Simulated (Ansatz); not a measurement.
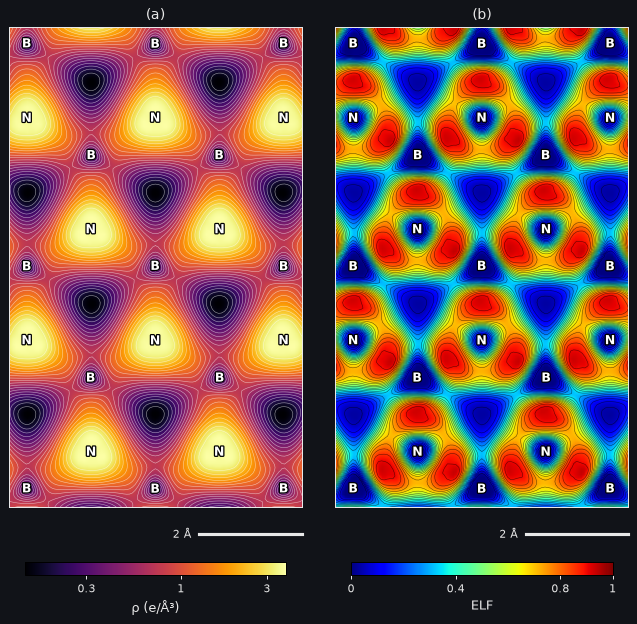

*B₈HN₈ (cell charge −1, with a compensating background) (cell with a defect). (a) valence charge density (pseudo); (b) electron localisation function on the (001) plane of the calculation cell.*

All numbers below come from DFT PBE, scalar-relativistic, plane waves, PAW (Ansatz).

### Read the bonding off the picture.

The plane passes through B and N nuclei. B–N (1.45 Å): ρ is about 1.8 e/Å³ halfway; the ELF peaks at about 0.95 between the atoms, as expected for a polar covalent bond. Between the atoms the lowest density in this plane is 0.14 e/Å³.
